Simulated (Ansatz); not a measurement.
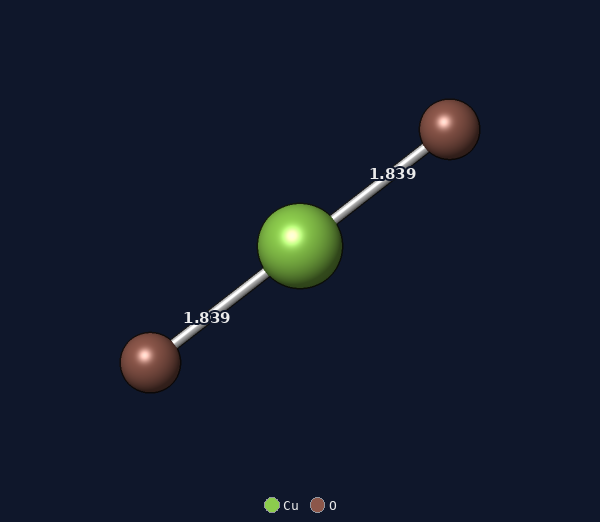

The surroundings of site Cu1 (at 0.750, 0.750, 0.750) in Cu2O (Pn-3m), with bond lengths in Å.

The cell is taken from a calculation's input that goes back to an entry of the Crystallography Open Database (an earlier step may have relaxed or displaced it).

```xyz
6
Lattice="4.2461 0.0000 0.0000 0.0000 4.2461 0.0000 0.0000 0.0000 4.2461" Properties=species:S:1:pos:R:3 pbc="T T T"
Cu    3.1846    3.1846    3.1846
Cu    3.1846    1.0615    1.0615
Cu    1.0615    1.0615    3.1846
Cu    1.0615    3.1846    1.0615
O     2.1230    2.1230    2.1230
O     0.0000    0.0000    0.0000
```

Bond valence s = exp((R0 − d)/b), R0 fitted to published crystal structures with b = 0.37 Å, summed over all anions within 5 Å; R0 in Å: Cu+–O 1.566; Cu2+–O 1.664.

> Which oxidation state of Cu do these bonds support?

With the Cu+ parameters the computed sum is 2 × 0.478 = 0.96. With the Cu2+ parameters the computed sum is 2 × 0.623 = 1.25. The sum matches its own assumption best for Cu+, which also balances the formula's charge.

> And over the whole structure?

```json
{"site": "Cu1", "x, y, z": "0.750, 0.750, 0.750", "formal valence": "+1", "bond-valence sum": "0.99", "difference": "-0.01"}
{"site": "O1", "x, y, z": "0.500, 0.500, 0.500", "formal valence": "−2", "bond-valence sum": "1.98", "difference": "-0.02"}
```

These sums include all anions within 5 Å. The global instability index (root mean square of the differences over all atoms) is 0.02 v.u.: little strain. The cell was not relaxed for this table, and a volume that is off by a few per cent shifts all sums together.
